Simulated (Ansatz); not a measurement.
# Bands, cutoff and cost in G0W0 for AlN (F-43m)

Wanted: a G0W0 gap for AlN (F-43m) that is converged in bands and cutoff, or an estimate of the limit.

Main program and level: Ansatz 0.2.0; G0W0 on PBE, plane waves, PAW; PAW set soft_1.

**1. Starting point**

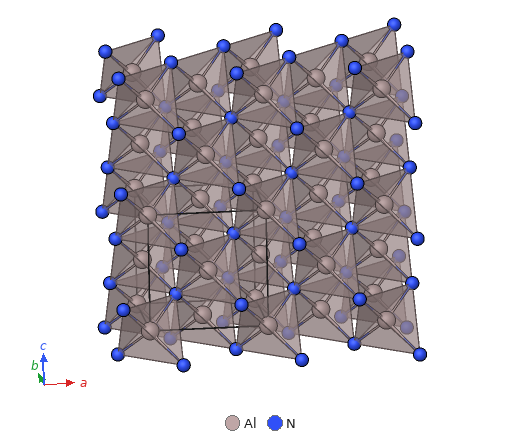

Start, viewed slightly off an axis; aluminium light grey, nitrogen blue. 2×1×2 cells are drawn. This picture shows the conventional cell, with its axes. Some periodic images of atoms are drawn too.

Coordinates:

```
Al N
1.0
     0.00000    2.18399    2.18399
     2.18399    0.00000    2.18399
     2.18399    2.18399    0.00000
Al N
1 1
Cartesian
  0.0000 0.0000 0.0000
  3.2760 3.2760 3.2760
```

The cell and positions are those that the Materials Project relaxed with its own functionals (PBE, PBE+U or r2SCAN), kept fixed. This is not the form that AlN usually takes at ambient conditions.

**2. 21 empty bands, screening to 60 eV**

G0W0 replaces the xc potential by the self-energy, built once from these orbitals. Only a window of levels is corrected, while the sums run over the empty bands that the input names. This step takes PAW set soft_1 files.

Contents of input.yaml:

```yaml
crystal:
  lattice:
    - [0.0, 2.1839935596, 2.1839935596]
    - [2.1839935596, 0.0, 2.1839935596]
    - [2.1839935596, 2.1839935596, 0.0]
  atoms:
    - { symbol: Al, position: [0.0, 0.0, 0.0] }
    - { symbol: "N", position: [0.75, 0.75, 0.75] }
kpoints:
  mp_grid: { grid: [6, 6, 6] }
hamiltonian:
  xc: pbe
  pseudopotentials: { kind: paw, azcp: { folder: soft_1 } }
scf:
  occupations: { method: fixed }
gw:
  n_empty_bands: 21
  ecut_chi: 60
  qp_bands: [v2, c2]
  qp_kpoints: band_edges
  screening: { model: contour_deformation }
```

On the command line:

```bash
ansatz run input.yaml --threads 3 --pin off --max-ram 92160MiB --backend cuda --events-out ev --progress --plain --runs-dir out --devices 1 --max-vram 13GiB
```

Numbers of over 12 decimals in the logs are rounded to 6 here.

The log of the run:

```text
GPUs: using 1 of 1 available (devices: 1).
Engine: ansatz 0.2.0, x86_64-unknown-linux-gnu
Pseudopotentials: kind: paw
Pseudopotential: Al, paw, valence charge 3, recommended cutoff 420 eV (normal), soft_1/Al.paw.azcp
Pseudopotential: N, paw, valence charge 5, recommended cutoff 420 eV (normal), soft_1/N.paw.azcp
Functional definition: PBE
  parameter kappa = 0.804
  parameter beta = 0.066725
  exchange = pbe_x(kappa = kappa, mu = beta*pi^2/3)
  correlation = pbe_c(beta = beta)
device memory: the entry about to start is reckoned to put 0.4 GiB on a device that reports 65.7 GiB free (of which the cap on the GPU budget leaves the run 13.0 GiB)
GPU FFT provider: cuFFT
GPU libraries: cuBLAS 13.8.2, cuFFT 12.4.0, cuSOLVER 12.3.4
Crystal: 2 atoms, lattice volume = 20.835 Å³
Basis set: ecut = 420 eV, 411 PW (Γ)
Bands: 8, of which v1, the nominal top of the filled ones, is band 4 counted from 1 (3 counted from 0)
Symmetry: 24 space group operations
Space group: F-43m (ITA 216), of the structure as read, at distance tolerance 2.8e-5 Å
k-points: 16 of 216 (time reversal used)
Non-local potential: Al, projectors of the file, l = 0: 2, l = 1: 2, l = 2: 1
Non-local potential: N, projectors of the file, l = 0: 2, l = 1: 2, l = 2: 1
PAW form: soft (Blöchl's): semilocal exchange-correlation on the pseudo side does not see the compensation charge
PAW one-centre angular grid: Al, 110 points (default); XC on 64 Gauss nodes
PAW one-centre angular grid: N, 110 points (default); XC on 64 Gauss nodes
Initial density: superposition of atomic densities (chi_scale 0.1, normalization cell, long waves kept (reshape's long-wave potential 0.00 eV rms))
Initial wavefunctions: pseudopotential atomic-orbital guess
GPU buffer pool allocated for 13824 grid points (all kernels)
GPU transforms: local potential and band sums: pruned to the plane-wave sphere, on 24×24×24
Functional: x = pbe(κ = 0.804, μ = 0.219515), c = pbe(β = 0.066725)
SCF iter   1: F=—  HF=-925.658789 eV  |F-HF|=—  |Δ(HF+E_count)|=         —  Δρ=1.39e-1  dr2=4.93e0  ethr=3.10e-3  ⟨swp⟩=4.2  Hψ=839  notcnv=0  defer=4
preconditioner: auto → none  [insulator: Δε(μ)=5.460 eV  Ē_g=16.570 eV  n_scr=0 (ndim 8)  ℏωp=23.0 eV  f_vac=0.000  ε∞_Penn≈2.9]
SCF iter   2: F=—  HF=-924.424811 eV  |F-HF|=—  |Δ(HF+E_count)|=    1.23e0  Δρ=7.73e-2  dr2=7.44e-1  ethr=3.10e-3  ⟨swp⟩=2.7  Hψ=400  notcnv=0  defer=20
SCF iter   3: F=—  HF=-924.214508 eV  |F-HF|=—  |Δ(HF+E_count)|=   2.10e-1  Δρ=2.34e-2  dr2=5.69e-2  ethr=3.10e-3  ⟨swp⟩=2.6  Hψ=345  notcnv=0  defer=28
SCF iter   4: F=—  HF=-924.207733 eV  |F-HF|=—  |Δ(HF+E_count)|=   6.78e-3  Δρ=1.45e-3  dr2=2.17e-4  ethr=7.12e-4  ⟨swp⟩=2.0  Hψ=162  notcnv=0  defer=30
SCF iter   5: F=—  HF=-924.207665 eV  |F-HF|=—  |Δ(HF+E_count)|=   6.75e-5  Δρ=4.29e-4  dr2=1.02e-5  ethr=2.72e-6  ⟨swp⟩=2.7  Hψ=210  notcnv=0  defer=30
SCF iter   6: F=—  HF=-924.207667 eV  |F-HF|=—  |Δ(HF+E_count)|=   1.61e-6  Δρ=3.58e-5  dr2=1.60e-7  ethr=1.27e-7  ⟨swp⟩=2.1  Hψ=189  notcnv=0
SCF iter   7: F=-924.207667 eV  HF=-924.207667 eV  |F-HF|=3.73e-9  |Δ(HF+E_count)|=   5.43e-8  Δρ=4.88e-6  dr2=3.02e-9  ethr=1.25e-9  ⟨swp⟩=3.9  Hψ=575  notcnv=0
SCF 1 converged in 7 iterations: F = -924.207667 eV  dr2 = 3.02e-9
  greatest PAW one-centre occupation: 0.790 electrons in one spin orbital (limit 2), on the N atom at site 1 (counted from 0), in its partial waves of l = 0
device memory: the entry about to start is reckoned to put 0.4 GiB on a device that reports 65.1 GiB free (of which the cap on the GPU budget leaves the run 13.0 GiB)
NSCF: frozen V_eff on 16 k-points, pencils in batches of 32, up to order 32
the band table was solved once the SCF had ended and its energy, with any forces and stress, was formed, with the checks that follow a solve (949 applications of the Hamiltonian). They found nothing against the state; the energy, forces and stress were not computed again (output.eigenvalues in the input reference)
device memory: the entry about to start is reckoned to put 0.5 GiB on a device that reports 65.1 GiB free (of which the cap on the GPU budget leaves the run 13.0 GiB)
NSCF: frozen V_eff on 16 k-points, pencils in batches of 32, up to order 120
G₀W₀ screening: q 1/16
[... further progress lines ...]
device memory: the entry about to start is reckoned to put 0.3 GiB on a device that reports 64.0 GiB free (of which the cap on the GPU budget leaves the run 13.0 GiB)
NSCF: frozen V_eff on 1 k-points
device memory: the entry about to start is reckoned to put 0.3 GiB on a device that reports 64.0 GiB free (of which the cap on the GPU budget leaves the run 13.0 GiB)
NSCF: frozen V_eff on 1 k-points
SCF converged after 7 iterations
Free energy (F): -924.207667 eV
Harris-Foulkes:  -924.207667 eV  (|F-HF|=3.73e-9)
Internal energy: -924.207667 eV  (E = F + TS)
E sigma→0 (E₀):  -924.207667 eV
Fermi energy:    6.965493 eV
--- Per-component energies (eV) ---
  E_band       = 15.356268
  E_kinetic    = 156.741246
  E_local      = -209.142472  (includes V_loc(G=0)·N_el)
  E_nonlocal   = 44.656391
  E_hartree    = 77.121741
  E_xc         = -99.069739
  E_vxc        = -107.006535  (∫ρ·V_xc dr)
  E_paw        = -597.912116  (= ΣΔE_a)
  E_vpaw       = -24.136877  (= ΣTr[D̂ρ^β])
  E_aug_tail   = 0.000837  (compensation charges beyond the density's cutoff)
  E_ewald      = -296.603555
  E_smearing   = -0.000000  (= −TS)
  E_closure    = 0.000000  (closes the sum)
  Σ components = -924.207667   (vs F -924.207667, Δ=0.00e0)
--- Band table (eV; the first three rows and the last of 16) ---
  k-point 0: bands = ["-7.9981", "6.9655", "6.9655", "6.9655", "11.1514", "19.5431", "19.5431", "19.5431"]
  k-point 1: bands = ["-7.6016", "5.1152", "6.8345", "6.8345", "12.5774", "18.6294", "19.7025", "19.7025"]
  k-point 2: bands = ["-6.6187", "2.4255", "6.5971", "6.5971", "13.9750", "17.3721", "18.6938", "18.6938"]
  k-point 15: bands = ["-5.2817", "2.6615", "4.1949", "4.4753", "12.2125", "17.2783", "19.9470", "19.9915"]
--- G₀W₀: contour deformation, 5 samples at zero and on the imaginary axis and 3 off it, 216 q-points, 21 empty bands' worth ---
  eigenvalues of the whole cell's RPA ε∞ on this k-mesh (on a slab, of 1 + 4πα/V) = 4.5085, 4.5085, 4.5085; static W/v taken at q = 0 is 0.221805
  bands read: the sum over 25 bands ends inside a degenerate multiplet in 5 slots, whose members it reads at an even weight; the widest, k=0: bands 24 to 26 (counted from 1) at 2/3 each
  gw.qp_kpoints: band_edges: 9 of 16 stored k-points solved, in 1 pass; an edge of the gap read off the rows below is read off those points alone
    valence top: of the k-points left out ik 4 came nearest to being solved in a further pass, in band 3 (counted from 1, as in the quasiparticle table): it holds the edge there only if its correction is more favourable than any solved in that band by at least 0.515 eV; those differ by 0.426 eV
    conduction bottom: of the k-points left out ik 15 came nearest to being solved in a further pass, in band 5 (counted from 1, as in the quasiparticle table): it holds the edge there only if its correction is more favourable than any solved in that band by at least 1.924 eV; those differ by 0.663 eV
    ik  band        ε_KS         Σx   Σc(E_QP)       V_xc       Z   E_QP_lin       E_QP  E_QP is
     0     3      6.9655   -21.7299     3.7457   -17.6767  0.7862     6.6571     6.6580  root
     0     4      6.9655   -21.7299     3.7457   -17.6767  0.7862     6.6571     6.6580  root
     0     5     11.1514    -9.8106    -3.6940   -14.4660  0.8203    12.1197    12.1128  root
     0     6     19.5431    -6.5416    -4.8898   -12.7903  0.8092    20.9237    20.9019  root
     1     3      6.8345   -21.7241     3.7713   -17.6174  0.7855     6.4980     6.4991  root
     1     4      6.8345   -21.7241     3.7713   -17.6174  0.7855     6.4980     6.4991  root
     1     5     12.5774   -10.1092    -3.7811   -15.0503  0.8113    13.7491    13.7374  root
     1     6     18.6294    -6.9105    -4.8641   -13.1362  0.7971    20.0037    19.9909  root
     2     3      6.5971   -21.7382     3.8230   -17.5330  0.7841     6.2134     6.2148  root
     2     4      6.5971   -21.7382     3.8230   -17.5330  0.7841     6.2134     6.2148  root
     2     5     13.9750    -8.6910    -4.2014   -14.0827  0.8124    15.1794    15.1653  root
     2     6     17.3721    -7.4617    -5.0192   -13.8471  0.7707    18.7645    18.7383  root
     3     3      6.4887   -21.7525     3.8469   -17.5043  0.7834     6.0857     6.0874  root
     3     4      6.4887   -21.7525     3.8469   -17.5043  0.7834     6.0857     6.0874  root
     3     5     14.3475    -7.9143    -4.2298   -13.2673  0.8227    15.4822    15.4707  root
     3     6     16.8287    -7.5444    -5.1707   -14.0699  0.7603    18.2286    18.1836  root
     7     3      5.1499   -20.9224     3.9832   -16.3124  0.7752     4.5181     4.5230  root
     7     4      6.4569   -21.7007     3.8365   -17.4550  0.7834     6.0460     6.0477  root
     7     5     14.9497    -7.5630    -4.4649   -13.2587  0.7950    16.2011    16.1805  root
     7     6     15.8132    -7.1541    -4.4634   -12.7723  0.8132    16.9836    16.9680  root
     8     3      5.7664   -21.1252     3.8964   -16.6890  0.7796     5.2232     5.2265  root
     8     4      6.8348   -21.8284     3.7812   -17.7143  0.7853     6.5008     6.5019  root
     8     5     13.9299    -9.6701    -4.1211   -15.1000  0.8010    15.2573    15.2386  root
     8     6     17.7906    -6.3235    -4.8886   -12.3910  0.7992    18.9887    18.9695  root
[...]
10     3      4.4481   -20.4108     4.0431   -15.6341  0.7700     3.7067     3.7145  root
    10     4      5.4764   -21.2835     3.9832   -16.7124  0.7773     4.8844     4.8885  root
    10     5     11.6529    -6.4452    -3.7692   -11.0252  0.8242    12.4690    12.4638  root
    10     6     16.6026    -6.6859    -4.3393   -12.2505  0.8201    17.8435    17.8279  root
    12     3      5.1996   -21.2109     4.0323   -16.5476  0.7753     4.5636     4.5685  root
    12     4      5.1996   -21.2109     4.0323   -16.5476  0.7753     4.5636     4.5685  root
    12     5     10.2882    -5.8665    -3.6412   -10.1533  0.8318    10.9367    10.9338  root
    12     6     15.5843    -6.0620    -4.1860   -11.3011  0.8333    16.6471    16.6374  root
```

Wall time 12 s (1 × NVIDIA H100 80GB HBM3 (shared by 6 runs) with 3 threads of AMD EPYC 7R13 (Zen 3), shared host); peak memory 0.96 GiB.

Numbers from this step:

```yaml
bands_summed: 25
rpa_eps_infinity_on_this_mesh_eigenvalues: 4.508, 4.508, 4.508
plane_waves_in_the_screening_matrix: 15
q_points_in_the_mesh: 216
g0w0_gap_on_the_mesh: 4.276 eV
k_of_the_valence_top: 0, 0, 0
k_of_the_conduction_bottom: 0, -0.5, -0.5
starting_gap_on_the_mesh: 3.323 eV
z_at_the_valence_top: 0.7862
z_at_the_conduction_bottom: 0.8318
least_direct_g0w0_gap_on_the_computed_points: 5.455 eV
```

The gap on the mesh goes from 3.32 eV to 4.28 eV, a correction of +0.95 eV. Between the two edge states, bare exchange in place of the xc potential would open the gap by 8.34 eV, and correlation takes back 7.39 eV.

**3. 62 empty bands, screening to 120 eV**

Bands and screening cutoff are moved together, since each hides the error of the other.

Changes to input.yaml since step 2:

```diff
@@ -16,4 +16,4 @@
 gw:
-  n_empty_bands: 21
-  ecut_chi: 60
+  n_empty_bands: 62
+  ecut_chi: 120
   qp_bands: [v2, c2]
```

The log of the run:

```text
GPUs: using 1 of 1 available (devices: 1).
[...]
GPU FFT provider: cuFFT
GPU libraries: cuBLAS 13.8.2, cuFFT 12.4.0, cuSOLVER 12.3.4
Crystal: 2 atoms, lattice volume = 20.835 Å³
Basis set: ecut = 420 eV, 411 PW (Γ)
Bands: 8, of which v1, the nominal top of the filled ones, is band 4 counted from 1 (3 counted from 0)
Symmetry: 24 space group operations
[...]
k-points: 16 of 216 (time reversal used)
[...]
GPU buffer pool allocated for 13824 grid points (all kernels)
[...]
SCF iter   1: F=—  HF=-925.658789 eV  |F-HF|=—  |Δ(HF+E_count)|=         —  Δρ=1.39e-1  dr2=4.93e0  ethr=3.10e-3  ⟨swp⟩=4.2  Hψ=839  notcnv=0  defer=4
[...]
SCF iter   7: F=-924.207667 eV  HF=-924.207667 eV  |F-HF|=3.73e-9  |Δ(HF+E_count)|=   5.43e-8  Δρ=4.88e-6  dr2=3.02e-9  ethr=1.25e-9  ⟨swp⟩=3.9  Hψ=575  notcnv=0
SCF 1 converged in 7 iterations: F = -924.207667 eV  dr2 = 3.02e-9
[...]
NSCF: frozen V_eff on 16 k-points, pencils in batches of 32, up to order 32
[...]
NSCF: frozen V_eff on 16 k-points
G₀W₀ screening: q 1/16
[... further progress lines ...]
[...]
SCF converged after 7 iterations
Free energy (F): -924.207667 eV
[...]
Internal energy: -924.207667 eV  (E = F + TS)
E sigma→0 (E₀):  -924.207667 eV
Fermi energy:    6.965493 eV
[...]
--- Band table (eV; the first three rows and the last of 16) ---
[...]
0     3      6.9655   -21.7299     3.2496   -17.6767  0.7796     6.1555     6.1619  root
     0     4      6.9655   -21.7299     3.2496   -17.6767  0.7796     6.1555     6.1619  root
     0     5     11.1514    -9.8106    -3.8722   -14.4660  0.8142    11.9389    11.9346  root
     0     6     19.5431    -6.5416    -5.2268   -12.7903  0.8051    20.5746    20.5650  root
     1     3      6.8345   -21.7241     3.2848   -17.6174  0.7789     6.0059     6.0126  root
     1     4      6.8345   -21.7241     3.2848   -17.6174  0.7789     6.0059     6.0126  root
     1     5     12.5774   -10.1092    -4.0555   -15.0503  0.8053    13.4694    13.4630  root
     1     6     18.6294    -6.9105    -5.2215   -13.1362  0.7964    19.6450    19.6336  root
[...]
12     3      5.1996   -21.2109     3.6389   -16.5476  0.7700     4.1617     4.1752  root
    12     4      5.1996   -21.2109     3.6389   -16.5476  0.7700     4.1617     4.1752  root
    12     5     10.2882    -5.8665    -3.8334   -10.1533  0.8306    10.7430    10.7416  root
    12     6     15.5843    -6.0620    -4.4641   -11.3011  0.8318    16.3643    16.3593  root
```

It took 10 s on 1 × NVIDIA H100 80GB HBM3 (shared by 6 runs) with 3 threads; peak memory 0.97 GiB; 7.6 s of CPU time.

Numbers from this step:

- bands summed: 66
- RPA ε∞ on this mesh (eigenvalues): 4.407, 4.407, 4.407
- plane waves in the screening matrix: 59
- q-points in the mesh: 216
- G0W0 gap on the mesh: 4.580 eV
- k of the valence top: 0, 0, 0
- k of the conduction bottom: 0, -0.5, -0.5
- starting gap on the mesh: 3.323 eV
- Z at the valence top: 0.7796
- Z at the conduction bottom: 0.8306
- least direct G0W0 gap on the computed points: 5.773 eV

Against the run with 6×6×6 mesh, 21 empty bands, screening to 60 eV, PAW set soft_1 files, the gap moves by +0.30 eV.

**4. 133 empty bands, screening to 200 eV**

Changes to input.yaml since step 3:

```diff
@@ -16,4 +16,4 @@
 gw:
-  n_empty_bands: 62
-  ecut_chi: 120
+  n_empty_bands: 133
+  ecut_chi: 200.0
   qp_bands: [v2, c2]
```

The log of the run:

```text
GPUs: using 1 of 1 available (devices: 1).
[...]
GPU FFT provider: cuFFT
GPU libraries: cuBLAS 13.8.2, cuFFT 12.4.0, cuSOLVER 12.3.4
Crystal: 2 atoms, lattice volume = 20.835 Å³
Basis set: ecut = 420 eV, 411 PW (Γ)
Bands: 8, of which v1, the nominal top of the filled ones, is band 4 counted from 1 (3 counted from 0)
Symmetry: 24 space group operations
[...]
k-points: 16 of 216 (time reversal used)
[...]
1     6     18.6294    -6.9105    -5.3393   -13.1362  0.7962    19.5250    19.5157  root
[...]
12     3      5.1996   -21.2109     3.4234   -16.5476  0.7678     3.9394     3.9598  root
    12     4      5.1996   -21.2109     3.4234   -16.5476  0.7678     3.9394     3.9598  root
    12     5     10.2882    -5.8665    -3.9027   -10.1533  0.8303    10.6733    10.6723  root
    12     6     15.5843    -6.0620    -4.5408   -11.3011  0.8317    16.2866    16.2826  root
[key lines of the parts left out:]
SCF converged after 7 iterations
Free energy (F): -924.207667 eV
Fermi energy:    6.965493 eV
```

It took 20 s on 1 × NVIDIA H100 80GB HBM3 (shared by 6 runs) with 3 threads; peak memory 1 GiB; 18 s of CPU time.

This step gave:

```
bands summed                                 : 137
RPA ε∞ on this mesh (eigenvalues)            : 4.393, 4.393, 4.393
plane waves in the screening matrix          : 137
G0W0 gap on the mesh                         : 4.777 eV
k of the valence top                         : 0, 0, 0
k of the conduction bottom                   : 0, -0.5, -0.5
starting gap on the mesh                     : 3.323 eV
least direct G0W0 gap on the computed points : 5.878 eV
```

Against the run with 6×6×6 mesh, 62 empty bands, screening to 120 eV, PAW set soft_1 files, the gap moves by +0.20 eV.

**5. Changing the k mesh: 4×4×4 mesh, 62 empty bands, screening to 120 eV, PAW set soft_1 files**

A second mesh at equal bands and cutoff isolates the sampling error. Bands and cutoff differ from the step before, so it is read against an earlier run that matches them.

Changes to input.yaml since step 4:

```diff
@@ -9,3 +9,3 @@
 kpoints:
-  mp_grid: { grid: [6, 6, 6] }
+  mp_grid: { grid: [4, 4, 4] }
 hamiltonian:
@@ -16,4 +16,4 @@
 gw:
-  n_empty_bands: 133
-  ecut_chi: 200.0
+  n_empty_bands: 62
+  ecut_chi: 120
   qp_bands: [v2, c2]
```

The log of the run:

```text
GPUs: using 1 of 1 available (devices: 1).
[...]
GPU FFT provider: cuFFT
GPU libraries: cuBLAS 13.8.2, cuFFT 12.4.0, cuSOLVER 12.3.4
Crystal: 2 atoms, lattice volume = 20.835 Å³
Basis set: ecut = 420 eV, 411 PW (Γ)
Bands: 8, of which v1, the nominal top of the filled ones, is band 4 counted from 1 (3 counted from 0)
Symmetry: 24 space group operations
[...]
k-points: 8 of 64 (time reversal used)
[...]
1     6     17.9595    -7.2241    -5.3369   -13.5189  0.7814    18.9331    18.9173  root
[...]
6     3      5.2229   -21.3001     3.7457   -16.5409  0.7680     4.1959     4.2095  root
     6     4      5.2229   -21.3001     3.7457   -16.5409  0.7680     4.1959     4.2095  root
     6     5     10.2928    -5.7297    -3.9887   -10.1398  0.8254    10.7156    10.7142  root
     6     6     15.5893    -5.9960    -4.5662   -11.2947  0.8272    16.3266    16.3217  root
[key lines of the parts left out:]
SCF converged after 7 iterations
Free energy (F): -924.172942 eV
Fermi energy:    6.994196 eV
```

Elapsed: 9 s, on 1 × NVIDIA H100 80GB HBM3 (shared by 6 runs) with 3 threads; peak memory 0.96 GiB.

This step gave:

* bands summed: 66
* RPA ε∞ on this mesh (eigenvalues): 4.980, 4.980, 4.980
* plane waves in the screening matrix: 59
* G0W0 gap on the mesh: 4.516 eV
* k of the valence top: 0, 0, 0
* k of the conduction bottom: 0, -0.5, -0.5
* starting gap on the mesh: 3.299 eV
* least direct G0W0 gap on the computed points: 5.741 eV

Against the run with 6×6×6 mesh, 62 empty bands, screening to 120 eV, PAW set soft_1 files, the gap moves by −0.06 eV, while the start moved by −0.02 eV.

(Part 1 of 2 ends here.)

[Paths, hosts, dates, memory and timing lines, banners, echoed tables and standing remarks are left out of the program output.]

[Logs are printed without paths, hosts, clocks, repeated set-up lines and the standing remarks that a program may print on its own settings, such as how far it seeks lower states.]

[Runs of the session that timed out or met a known fault of the program may be left out.]

[Cells called generated may have been cut or substituted from an entry of the Crystallography Open Database or the Materials Project.]

[Hosts, paths, dates, database ids (printed as entryN), source tags and the programs' standing remarks are cut or masked in the printed files.]
